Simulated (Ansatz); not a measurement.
System LiH (space group Cmmm, No. 65); source of the atomic positions: the geometry relaxed with DFT PBE, scalar-relativistic, plane waves, PAW (Ansatz 0.2.0); the starting structure was generated, so it need not be a known form of this composition.

```cif
data_structure
_symmetry_space_group_name_H-M 'Cmmm'
_symmetry_Int_Tables_number 65
_cell_length_a 2.7573
_cell_length_b 5.4932
_cell_length_c 2.6386
_cell_angle_alpha 90.000
_cell_angle_beta 90.000
_cell_angle_gamma 90.000
_cell_volume 39.96
loop_
_atom_site_label
_atom_site_type_symbol
_atom_site_symmetry_multiplicity
_atom_site_Wyckoff_symbol
_atom_site_fract_x
_atom_site_fract_y
_atom_site_fract_z
_atom_site_occupancy
Li1 Li 2 c 0.50000 0.00000 0.50000 1
H1 H 2 a 0.00000 0.00000 0.00000 1
```

Describe how the polyhedra about Li are linked (bonds: H–Li below 2.1 Å).

Li: LiH4 square, sharing corners with four neighbours and edges with four neighbours.

They form layers of corner- and edge-sharing squares parallel to (010).

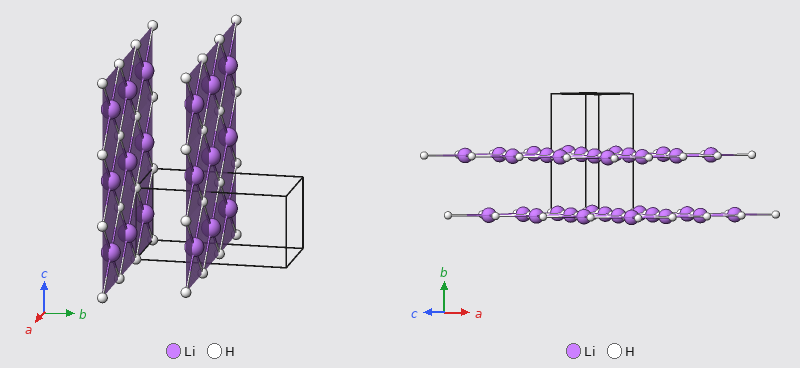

Polyhedra are drawn about Li (bonds: H–Li below 2.1 Å); other atoms are plain spheres. Two views of the same piece.
